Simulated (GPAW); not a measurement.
Consider ZnS (zinc-blende (ZnS)1-x(ZnSe)x, x = 0, F-43m).

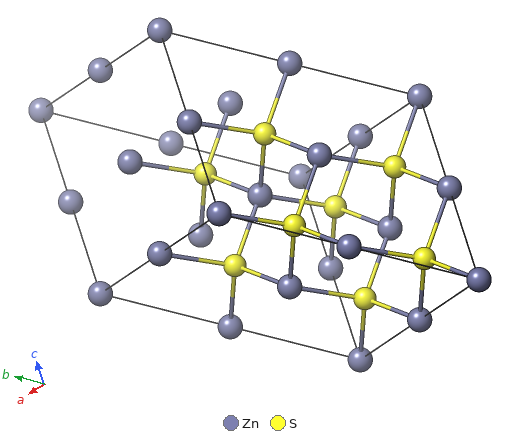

The structure (zinc blue, sulfur yellow). Bonds to atoms that aren't drawn are left out. Some periodic images of atoms are drawn too.

```xyz
16
Lattice="0.0000 5.4100 5.4100 5.4100 0.0000 5.4100 5.4100 5.4100 0.0000" Properties=species:S:1:pos:R:3 pbc="T T T"
Zn    0.0000    0.0000    0.0000
S     1.3525    1.3525    1.3525
Zn    2.7050    2.7050    0.0000
S     4.0575    4.0575    1.3525
Zn    2.7050    0.0000    2.7050
S     4.0575    1.3525    4.0575
Zn    5.4100    2.7050    2.7050
S     6.7625    4.0575    4.0575
Zn    0.0000    2.7050    2.7050
S     1.3525    4.0575    4.0575
Zn    2.7050    5.4100    2.7050
S     4.0575    6.7625    4.0575
Zn    2.7050    2.7050    5.4100
S     4.0575    4.0575    6.7625
Zn    5.4100    5.4100    5.4100
S     6.7625    6.7625    6.7625
```

Absorber: atom 1, with 4 S at 2.34 Å (tetrahedral). Method: GPAW, LDA, excited-electron core hole (neutral cell), 16-atom cell with 7.7 Å between holes, 4×4×4 k points, dipole transitions, Gaussian full width 1.67 eV up to 4 eV, rising linearly to 3.5 eV at 25 eV.

Question: What does the Zn K edge look like?

Main maxima up to 27 eV above the zero (height): 4.8 eV (2.00), 8.8 eV (1.02) and 12.4 eV (1.04). A K edge sees empty p states on the absorber. The total-energy difference is 9673.40 eV. One term is added: -30.82 eV, since the hole is spin-paired here and a spin-polarised one costs that much less in the free atom (computed apart). The photon energy is then 9642.58 eV. The tabulated edge of the element is 9659 eV. The functional leaves an error in such absolute values: in the free atom LDA prices this hole 19.1 eV below PBE (computed apart), and PBE is itself good to a few eV.

The Zn K spectrum (energy from the bottom of the conduction band, which holds the excited electron; intensity scaled to a mean of 1 over the first 20 eV):

```csv
E (eV),intensity
-2.0,0.00
-0.5,0.01
1.0,0.22
2.5,0.94
4.0,1.62
5.5,1.74
7.0,0.80
8.5,1.00
10.0,0.87
11.5,0.99
13.0,1.03
14.5,1.00
16.0,1.00
17.5,0.99
19.0,0.93
20.5,0.79
22.0,0.77
23.5,0.82
25.0,0.83
26.5,0.92
```

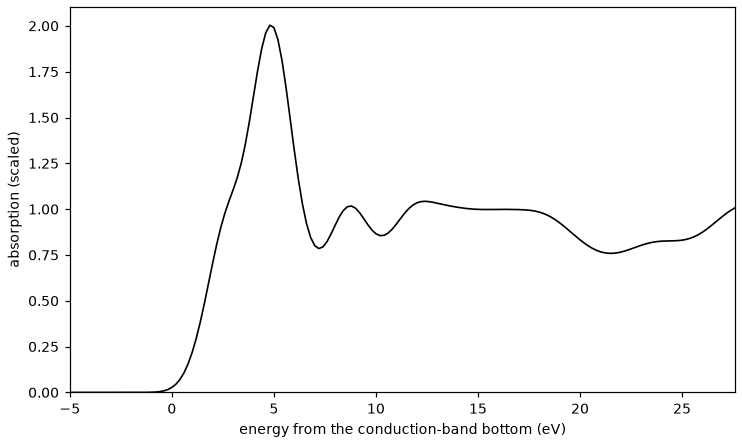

The Zn K edge.

The script folds with a Gaussian, whereas the core hole's own line is a Lorentzian, so the onset is too steep and the first peak too high.

[Banner, clock and machine lines of the logs are left out without a mark of their own.]

[Logs are printed without paths, hosts, clocks, repeated set-up lines and the standing remarks that a program may print on its own settings, such as how far it seeks lower states.]

[Hosts, paths, dates, database ids (printed as entryN), source tags and the programs' standing remarks are cut or masked in the printed files.]

[Lists of maxima count a maximum above −3 eV only where it reaches 4 % of the highest in the window and stands out from its surroundings by 2 % of it (1.5 % where it reaches 55 %); shoulders and weaker maxima are passed over, and of the rest the first, up to two pre-edge ones and the few strongest are named.]
